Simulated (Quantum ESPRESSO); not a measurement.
# 2H-WS2, 2 layers, AA' stacking against a metal electrode, stepped through the charge of the slab, part 2 of 3

Aim: how the results for 2H-WS2, 2 layers, AA' stacking against a metal electrode change with the charge of the slab.

Quantum ESPRESSO 7.5; plane-wave DFT, PBE, GBRV ultrasoft pseudopotentials.

So far. Step 2 (Variable-cell relaxation of the reference):  The last row is no step: it is a fresh SCF in the final cell with a new plane-wave basis, +1 meV from the row before.

### Step 3. SCF with pw.x, 0 ×10¹³ e/cm²

A run under open boundaries on these atoms gives the vacuum levels.

Level of this step: plane-wave DFT, PBE, GBRV ultrasoft pseudopotentials (Quantum ESPRESSO 7.5).

File m2.esm.in:

```
&control
  prefix = 'm2.esm'
  outdir = './out'
  pseudo_dir = './pseudo'
  calculation = 'scf'
  tprnfor = .true.
/
&system
  ibrav = 0
  nat = 6
  ntyp = 2
  ecutwfc = 40
  ecutrho = 200
  occupations = 'smearing'
  smearing = 'fd'
  degauss = 0.004
  assume_isolated = 'esm'
  esm_bc = 'bc3'
  tot_charge = 0.0
/
&electrons
  conv_thr = 1e-08
  mixing_beta = 0.4
  electron_maxstep = 120
  mixing_mode = 'plain'
/
ATOMIC_SPECIES
  S   32.0600  s_pbe_v1.4.uspp.F.UPF
  W   183.8400  w_pbe_v1.2.uspp.F.UPF
CELL_PARAMETERS angstrom
  3.15871268700000 0.00000000000000 0.00000000000000
  -1.57935634300000 2.73552543000000 0.00000000000000
  0.00000000000000 0.00000000000000 26.15124046500000
ATOMIC_POSITIONS crystal
  S   0.333333333300 0.666666666700 -0.100871087996
  W   0.000000000000 0.000000000000 -0.040553104296
  S   0.333333333300 0.666666666700 0.019706057304
  S   0.000000000000 0.000000000000 0.133250358104
  W   0.333333333300 0.666666666700 0.193509519704
  S   0.000000000000 0.000000000000 0.253827503404
K_POINTS automatic
  24 24 1 0 0 0
```

The run is started by

```sh
> OMP_NUM_THREADS=1 mpirun -n 4 pw.x -nk 4 -in m2.esm.in > m2.esm.out
```

The program printed:

```text
[banner, memory and clock lines left out]
Program PWSCF v.7.5 starts
[citation notice left out]

[...]
Message from routine setup:
[...]
bravais-lattice index     =            0
     lattice parameter (alat)  =       5.9691  a.u.
     unit-cell volume          =    1524.8944 (a.u.)^3
     number of atoms/cell      =            6
     number of atomic types    =            2
     number of electrons       =        52.00
     number of Kohn-Sham states=           31
     kinetic-energy cutoff     =      40.0000  Ry
     charge density cutoff     =     200.0000  Ry
     scf convergence threshold =      1.0E-08
     mixing beta               =       0.4000
     number of iterations used =            8  plain     mixing
     Exchange-correlation= SLA  PW   PBE  PBE
                           (   1   4   3   4   0   0   0)

     Effective Screening Medium Method
     Boundary Conditions: Vacuum-Slab-Metal
     total charge in unit cell        =   0.0000
     grid points for fit at edges     =        4

[...]
PseudoPot. # 1 for S  read from file:
     ./pseudo/s_pbe_v1.4.uspp.F.UPF
     Pseudo is Ultrasoft + core correction, Zval =  6.0
     Generated by new atomic code, or converted to UPF format
     Using radial grid of  907 points,  6 beta functions with:
                l(1) =   0
                l(2) =   0
                l(3) =   1
                l(4) =   1
                l(5) =   2
                l(6) =   2
     Q(r) pseudized with  8 coefficients,  rinner =    1.300   1.300   1.300
                                                       1.300   1.300

     PseudoPot. # 2 for W  read from file:
     ./pseudo/w_pbe_v1.2.uspp.F.UPF
     Pseudo is Ultrasoft + core correction, Zval = 14.0
     Generated by new atomic code, or converted to UPF format
     Using radial grid of  923 points,  8 beta functions with:
                l(1) =   0
                l(2) =   0
                l(3) =   0
                l(4) =   1
                l(5) =   1
                l(6) =   2
                l(7) =   2
                l(8) =   3
     Q(r) pseudized with  6 coefficients,  rinner =    1.350   1.350   1.350
                                                       1.350   1.350   1.350
                                                       1.350

     atomic species   valence    mass     pseudopotential
     S                 6.00    32.06000     S ( 1.00)
     W                14.00   183.84000     W ( 1.00)

      6 Sym. Ops. (no inversion) found

[...]
number of k points=    61  Fermi-Dirac smearing, width (Ry)=  0.0040
[...]
Dense  grid:    73081 G-vectors     FFT dimensions: (  27,  27, 225)

     Smooth grid:    51907 G-vectors     FFT dimensions: (  25,  25, 200)

     Initial potential from superposition of free atoms

     starting charge      51.7992, renormalised to      52.0000

     negative rho (up, down):  1.248E-01 0.000E+00
     Starting wfcs are   42 randomized atomic wfcs

     per-process dynamical memory:   110.1 Mb

     Self-consistent Calculation

     iteration #  1     ecut=    40.00 Ry     beta= 0.40
     Davidson diagonalization with overlap
     ethr =  1.00E-02,  avg # of iterations =  2.1

     Threshold (ethr) on eigenvalues was too large:
     Diagonalizing with lowered threshold

     Davidson diagonalization with overlap
     ethr =  3.20E-04,  avg # of iterations =  9.1

     negative rho (up, down):  1.260E-01 0.000E+00

     total energy              =    -414.98167897 Ry
     estimated scf accuracy    <       0.19317986 Ry

     iteration #  2     ecut=    40.00 Ry     beta= 0.40
[...]
negative rho (up, down):  1.282E-01 0.000E+00

[...]
total energy              =    -414.98937684 Ry
     estimated scf accuracy    <       0.04715045 Ry

     iteration #  3     ecut=    40.00 Ry     beta= 0.40
[...]
negative rho (up, down):  1.294E-01 0.000E+00

[...]
total energy              =    -415.01448017 Ry
     estimated scf accuracy    <       0.00521959 Ry

     iteration #  4     ecut=    40.00 Ry     beta= 0.40
[...]
c_bands:  2 eigenvalues not converged
     c_bands:  2 eigenvalues not converged
     c_bands:  2 eigenvalues not converged
     c_bands:  2 eigenvalues not converged
[...]
negative rho (up, down):  1.295E-01 0.000E+00

[...]
total energy              =    -415.02531070 Ry
     estimated scf accuracy    <       0.00973392 Ry

     iteration #  5     ecut=    40.00 Ry     beta= 0.40
[...]
c_bands:  1 eigenvalues not converged
[...]
negative rho (up, down):  1.300E-01 0.000E+00

[...]
total energy              =    -415.02367623 Ry
     estimated scf accuracy    <       0.00436873 Ry

     iteration #  6     ecut=    40.00 Ry     beta= 0.40
[...]
c_bands:  1 eigenvalues not converged
     c_bands:  2 eigenvalues not converged
[...]
negative rho (up, down):  1.304E-01 0.000E+00

[...]
total energy              =    -415.02038099 Ry
     estimated scf accuracy    <       0.02920072 Ry

[...]
iteration # 18     ecut=    40.00 Ry     beta= 0.40
[...]
negative rho (up, down):  1.302E-01 0.000E+00

[...]
total energy              =    -415.02430253 Ry
     estimated scf accuracy    <       0.00000014 Ry

     iteration # 19     ecut=    40.00 Ry     beta= 0.40
[...]
c_bands:  4 eigenvalues not converged
[...]
negative rho (up, down):  1.302E-01 0.000E+00

[...]
total energy              =    -415.02430245 Ry
     estimated scf accuracy    <       0.00000003 Ry

     iteration # 20     ecut=    40.00 Ry     beta= 0.40
[...]
negative rho (up, down):  1.302E-01 0.000E+00

[...]
total energy              =    -415.02430265 Ry
     estimated scf accuracy    <       0.00000003 Ry

     iteration # 21     ecut=    40.00 Ry     beta= 0.40
[...]
negative rho (up, down):  1.302E-01 0.000E+00

[...]
End of self-consistent calculation

          k = 0.0000 0.0000 0.0000 (  6387 PWs)   bands (ev):

   -79.7022 -79.7021 -43.9561 -43.9555 -43.7771 -43.7771 -43.7767 -43.7767
   -20.6063 -20.4735 -19.0244 -18.7877 -12.4405 -11.8707  -8.5028  -8.5028
    -8.4945  -8.4945  -8.4367  -7.3183  -7.2677  -7.2677  -7.2375  -7.2375
    -6.0095  -5.2905  -2.7675  -2.7477  -2.7440  -2.7071  -2.6666

          k = 0.0000 0.0481 0.0000 (  6423 PWs)   bands (ev):

   -79.7019 -79.7017 -43.9552 -43.9548 -43.7834 -43.7832 -43.7787 -43.7783
   -20.5767 -20.4438 -19.0123 -18.7773 -12.4051 -11.8353  -8.5843  -8.5746
    -8.4991  -8.4742  -8.4649  -7.5897  -7.3171  -7.2861  -7.2213  -7.0548
    -6.0126  -5.3293  -2.7856  -2.7360  -2.7277  -2.6948  -2.6741

[...]
the Fermi energy is    -4.6398 ev

!    total energy              =    -415.02430273 Ry
     estimated scf accuracy    <          5.4E-09 Ry
     smearing contrib. (-TS)   =      -0.00000001 Ry
     internal energy E=F+TS    =    -415.02430272 Ry

     The total energy is F=E-TS. E is the sum of the following terms:
     one-electron contribution =  -38364.76441990 Ry
     hartree contribution      =   19172.01406404 Ry
     xc contribution           =    -116.44995049 Ry
     ewald contribution        =   18894.17600363 Ry

     convergence has been achieved in  21 iterations

     negative rho (up, down):  1.302E-01 0.000E+00

     Forces acting on atoms (cartesian axes, Ry/au):

     atom    1 type  1   force =     0.00000000    0.00000000   -0.00431753
     atom    2 type  2   force =     0.00000000    0.00000000   -0.00295321
     atom    3 type  1   force =     0.00000000    0.00000000   -0.00026976
     atom    4 type  1   force =     0.00000000    0.00000000    0.00042428
     atom    5 type  2   force =     0.00000000    0.00000000    0.00295407
     atom    6 type  1   force =     0.00000000    0.00000000    0.00443870

     Total force =     0.007486     Total SCF correction =     0.000223

[...]
```

Wall time 3.9 min (4 MPI ranks of Intel Xeon at 2.70GHz, shared host); peak memory 1 GiB.

This step gave:

| Property | Result |
| --- | --- |
| Fermi energy | -4.640 eV |
| vacuum line at the lower end of the cell, over the Fermi level | 4.641 eV |
| slope of the potential above | 3.03e-6 eV/Å |
| vacuum line at the upper end of the cell, over the Fermi level | 4.640 eV |

The potential energy, planar mean oscillates, so the rows of the table below give means over windows of 2.5 Å about each position, cut where the curve ends. Its maxima inside the range that stand out by 2 % of the span (Å: eV): -2.0: -7.31, -0.2: -7.34, 2.0: 3.69, 4.2: -7.28, 5.9: -7.24. Its minima: -2.6: -14.7, -1.1: -13.5, 0.5: -14.8, 3.5: -14.8, 5.1: -13.4, 6.6: -14.8.

Electrostatic potential energy of an electron; zero at the Fermi level. The potential energy, planar mean by z; means over each step:

| z (Å) | potential energy, planar mean (eV) |
| --- | --- |
| -12.5 | 4.64 |
| -10.0 | 4.64 |
| -7.5 | 4.64 |
| -5.0 | 4.44 |
| -2.5 | -8.11 |
| 0.0 | -10.4 |
| 2.5 | -2.51 |
| 5.0 | -10.2 |
| 7.5 | -2.64 |
| 10.0 | 4.63 |
| 12.5 | 4.64 |

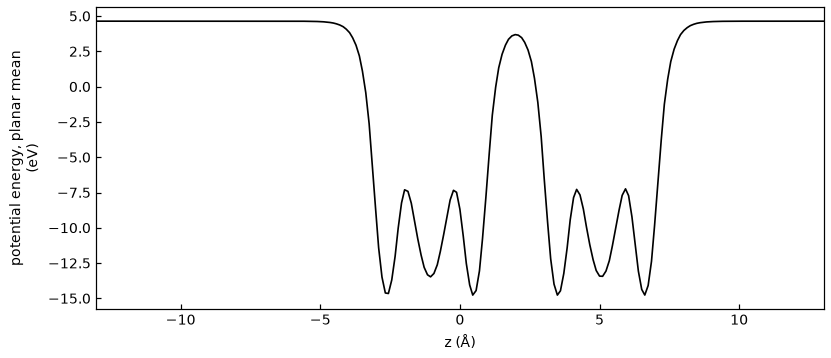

Potential energy, planar mean against z.

Inside the slab this potential holds the local part of the pseudopotentials, which can be repulsive at the nuclei; only its value in the vacuum has a meaning of its own.

### Step 4. Self-consistent run, 1 ×10¹³ e/cm²

m3.esm.in, as its differences from the input of step 3:

```diff
@@ -1,3 +1,3 @@
 &control
-  prefix = 'm2.esm'
+  prefix = 'm3.esm'
   outdir = './out'
@@ -18,3 +18,3 @@
   esm_bc = 'bc3'
-  tot_charge = 0.0
+  tot_charge = 0.00876
 /
@@ -25,2 +25,3 @@
   mixing_mode = 'plain'
+  startingpot = 'file'
 /
```

The run is started by

```sh
> cp -r out/m2.esm.save out/m3.esm.save
> OMP_NUM_THREADS=1 mpirun -n 4 pw.x -nk 4 -in m3.esm.in > m3.esm.out
```

The program printed:

```text
[banner, memory and clock lines left out]
Program PWSCF v.7.5 starts
[...]
Message from routine setup:
[...]
number of electrons       =        51.99
     number of Kohn-Sham states=           31
     kinetic-energy cutoff     =      40.0000  Ry
     charge density cutoff     =     200.0000  Ry
[...]
number of k points=    61  Fermi-Dirac smearing, width (Ry)=  0.0040
[...]
Dense  grid:    73081 G-vectors     FFT dimensions: (  27,  27, 225)
[...]
The initial density is read from file :
[...]
negative rho (up, down):  1.302E-01 0.000E+00
     Starting wfcs are   42 randomized atomic wfcs
[...]
negative rho (up, down):  1.303E-01 0.000E+00
[...]
estimated scf accuracy    <       0.01206046 Ry
[...]
negative rho (up, down):  1.303E-01 0.000E+00
[...]
estimated scf accuracy    <       0.12105989 Ry
[...]
negative rho (up, down):  1.303E-01 0.000E+00
[...]
estimated scf accuracy    <       0.00314933 Ry
[...]
negative rho (up, down):  1.303E-01 0.000E+00
[...]
estimated scf accuracy    <       0.00029508 Ry
[...]
negative rho (up, down):  1.303E-01 0.000E+00
[...]
estimated scf accuracy    <       0.00025754 Ry
[...]
negative rho (up, down):  1.303E-01 0.000E+00
[...]
estimated scf accuracy    <       0.00017144 Ry
[...]
negative rho (up, down):  1.303E-01 0.000E+00
[...]
estimated scf accuracy    <       0.00004797 Ry
[...]
negative rho (up, down):  1.303E-01 0.000E+00
[...]
estimated scf accuracy    <       0.00001120 Ry
[...]
negative rho (up, down):  1.303E-01 0.000E+00
[...]
estimated scf accuracy    <       0.00000668 Ry
[...]
negative rho (up, down):  1.302E-01 0.000E+00
[...]
estimated scf accuracy    <       0.00000080 Ry
[...]
negative rho (up, down):  1.302E-01 0.000E+00
[...]
estimated scf accuracy    <       0.00001334 Ry
[...]
negative rho (up, down):  1.302E-01 0.000E+00
[...]
estimated scf accuracy    <       0.00000031 Ry
[...]
negative rho (up, down):  1.302E-01 0.000E+00
[...]
estimated scf accuracy    <       0.00000354 Ry
[...]
negative rho (up, down):  1.302E-01 0.000E+00
[...]
estimated scf accuracy    <       0.00000099 Ry
[...]
negative rho (up, down):  1.302E-01 0.000E+00
[...]
estimated scf accuracy    <       0.00000006 Ry
[...]
negative rho (up, down):  1.302E-01 0.000E+00
[...]
estimated scf accuracy    <       0.00000005 Ry
[...]
negative rho (up, down):  1.302E-01 0.000E+00
[...]
estimated scf accuracy    <       0.00000009 Ry
[...]
negative rho (up, down):  1.302E-01 0.000E+00
[...]
estimated scf accuracy    <       0.00000004 Ry
[...]
negative rho (up, down):  1.302E-01 0.000E+00
[...]
the Fermi energy is    -6.3059 ev
!    total energy              =    -415.02061214 Ry
     estimated scf accuracy    <          3.2E-09 Ry
     smearing contrib. (-TS)   =      -0.00009408 Ry
     internal energy E=F+TS    =    -415.02051806 Ry
[...]
one-electron contribution =  -38360.80283600 Ry
     hartree contribution      =   19168.05081112 Ry
     xc contribution           =    -116.44449680 Ry
     ewald contribution        =   18894.17600363 Ry
     convergence has been achieved in  19 iterations
     negative rho (up, down):  1.302E-01 0.000E+00
[...]
Total force =     0.007182     Total SCF correction =     0.000489
[...]
```

Elapsed: 4.1 min, on 4 MPI ranks; peak memory 0.95 GiB; 16 min of CPU time.

Numbers from this step:

| Property | Result |
| --- | --- |
| Fermi energy | -6.306 eV |
| vacuum line at the lower end of the cell, over the Fermi level | 5.228 eV |
| slope of the potential above | 0.1829 eV/Å |
| vacuum line at the upper end of the cell, over the Fermi level | 6.306 eV |

Inside the slab this potential holds the local part of the pseudopotentials, which can be repulsive at the nuclei; only its value in the vacuum has a meaning of its own.

### Step 5. SCF with pw.x, -1.5 ×10¹³ e/cm²

m1.esm.in, as its differences from the input of step 4:

```diff
@@ -1,3 +1,3 @@
 &control
-  prefix = 'm3.esm'
+  prefix = 'm1.esm'
   outdir = './out'
@@ -18,3 +18,3 @@
   esm_bc = 'bc3'
-  tot_charge = 0.00876
+  tot_charge = -0.01314
 /
```

The run is started by

```sh
> cp -r out/m2.esm.save out/m1.esm.save
> OMP_NUM_THREADS=1 mpirun -n 4 pw.x -nk 4 -in m1.esm.in > m1.esm.out
```

The program printed:

```text
[banner, memory and clock lines left out]
Program PWSCF v.7.5 starts
[...]
Message from routine setup:
[...]
number of electrons       =        52.01
     number of Kohn-Sham states=           31
     kinetic-energy cutoff     =      40.0000  Ry
     charge density cutoff     =     200.0000  Ry
[...]
number of k points=    61  Fermi-Dirac smearing, width (Ry)=  0.0040
[...]
Dense  grid:    73081 G-vectors     FFT dimensions: (  27,  27, 225)
[...]
The initial density is read from file :
[...]
negative rho (up, down):  1.303E-01 0.000E+00
     Starting wfcs are   42 randomized atomic wfcs
[...]
negative rho (up, down):  1.302E-01 0.000E+00
[...]
estimated scf accuracy    <       0.02937243 Ry
[...]
negative rho (up, down):  1.303E-01 0.000E+00
[...]
estimated scf accuracy    <       0.65827487 Ry
[...]
negative rho (up, down):  1.303E-01 0.000E+00
[...]
estimated scf accuracy    <       0.00935677 Ry
[...]
negative rho (up, down):  1.303E-01 0.000E+00
[...]
estimated scf accuracy    <       0.00108479 Ry
[...]
negative rho (up, down):  1.303E-01 0.000E+00
[...]
estimated scf accuracy    <       0.00121003 Ry
[...]
negative rho (up, down):  1.302E-01 0.000E+00
[...]
estimated scf accuracy    <       0.00074765 Ry
[...]
negative rho (up, down):  1.302E-01 0.000E+00
[...]
estimated scf accuracy    <       0.00012103 Ry
[...]
negative rho (up, down):  1.302E-01 0.000E+00
[...]
estimated scf accuracy    <       0.00028467 Ry
[...]
negative rho (up, down):  1.302E-01 0.000E+00
[...]
estimated scf accuracy    <       0.00020121 Ry
[...]
negative rho (up, down):  1.302E-01 0.000E+00
[...]
estimated scf accuracy    <       0.00006841 Ry
[...]
negative rho (up, down):  1.302E-01 0.000E+00
[...]
estimated scf accuracy    <       0.00002287 Ry
[...]
negative rho (up, down):  1.302E-01 0.000E+00
[...]
estimated scf accuracy    <       0.00002341 Ry
[...]
negative rho (up, down):  1.302E-01 0.000E+00
[...]
estimated scf accuracy    <       0.00002161 Ry
[...]
negative rho (up, down):  1.302E-01 0.000E+00
[...]
estimated scf accuracy    <       0.00003320 Ry
[...]
negative rho (up, down):  1.302E-01 0.000E+00
[...]
estimated scf accuracy    <       0.00001605 Ry
[...]
negative rho (up, down):  1.302E-01 0.000E+00
[...]
estimated scf accuracy    <       0.00001025 Ry
[...]
negative rho (up, down):  1.302E-01 0.000E+00
[...]
estimated scf accuracy    <       0.00000917 Ry
[...]
negative rho (up, down):  1.302E-01 0.000E+00
[...]
estimated scf accuracy    <       0.00000833 Ry
[...]
negative rho (up, down):  1.302E-01 0.000E+00
[...]
estimated scf accuracy    <       0.00001234 Ry
[...]
negative rho (up, down):  1.302E-01 0.000E+00
[...]
estimated scf accuracy    <       0.00000988 Ry
[...]
negative rho (up, down):  1.302E-01 0.000E+00
[...]
estimated scf accuracy    <       0.00013583 Ry
[...]
negative rho (up, down):  1.302E-01 0.000E+00
[...]
estimated scf accuracy    <       0.00010149 Ry
[...]
negative rho (up, down):  1.302E-01 0.000E+00
[...]
estimated scf accuracy    <       0.00010002 Ry
[...]
negative rho (up, down):  1.302E-01 0.000E+00
[...]
estimated scf accuracy    <       0.00004867 Ry
[...]
negative rho (up, down):  1.302E-01 0.000E+00
[...]
estimated scf accuracy    <       0.00000321 Ry
[...]
negative rho (up, down):  1.302E-01 0.000E+00
[...]
estimated scf accuracy    <       0.00000584 Ry
[...]
negative rho (up, down):  1.302E-01 0.000E+00
[...]
estimated scf accuracy    <       0.00000333 Ry
[...]
negative rho (up, down):  1.302E-01 0.000E+00
[...]
estimated scf accuracy    <       0.00000006 Ry
[...]
negative rho (up, down):  1.302E-01 0.000E+00
[...]
estimated scf accuracy    <       0.00000289 Ry
[...]
negative rho (up, down):  1.302E-01 0.000E+00
[...]
estimated scf accuracy    <       0.00000080 Ry
[...]
negative rho (up, down):  1.302E-01 0.000E+00
[...]
estimated scf accuracy    <       0.00000005 Ry
[...]
negative rho (up, down):  1.302E-01 0.000E+00
[...]
estimated scf accuracy    <       0.00000002 Ry
[...]
negative rho (up, down):  1.302E-01 0.000E+00
[...]
estimated scf accuracy    <       0.00000002 Ry
[...]
negative rho (up, down):  1.302E-01 0.000E+00
[...]
the Fermi energy is    -2.4720 ev
!    total energy              =    -415.02749195 Ry
     estimated scf accuracy    <          6.5E-09 Ry
     smearing contrib. (-TS)   =      -0.00020622 Ry
     internal energy E=F+TS    =    -415.02728573 Ry
[...]
one-electron contribution =  -38370.65092948 Ry
     hartree contribution      =   19177.90515409 Ry
     xc contribution           =    -116.45751396 Ry
     ewald contribution        =   18894.17600363 Ry
     convergence has been achieved in  34 iterations
     negative rho (up, down):  1.302E-01 0.000E+00
[...]
Total force =     0.007913     Total SCF correction =     0.000578
[...]
```

The job ended after 6.2 min (4 MPI ranks; peak memory 0.89 GiB).

This step gave:

| Item | Value |
| --- | --- |
| Fermi energy | -2.472 eV |
| vacuum line at the lower end of the cell, over the Fermi level | 4.072 eV |
| slope of the potential above | -0.2744 eV/Å |
| vacuum line at the upper end of the cell, over the Fermi level | 2.473 eV |

Inside the slab this potential holds the local part of the pseudopotentials, which can be repulsive at the nuclei; only its value in the vacuum has a meaning of its own.

[end of part 2 of 3]

[Logs are printed without paths, hosts, clocks, repeated set-up lines and the standing remarks that a program may print on its own settings, such as how far it seeks lower states.]

[Hosts, paths, dates, database ids (printed as entryN), source tags and the programs' standing remarks are cut or masked in the printed files.]

[Maps of the electrostatic potential energy from Ansatz leave out the sawtooth potential of an applied field or a dipole correction, so their vacuum need not be flat; planar profiles and work functions include it.]
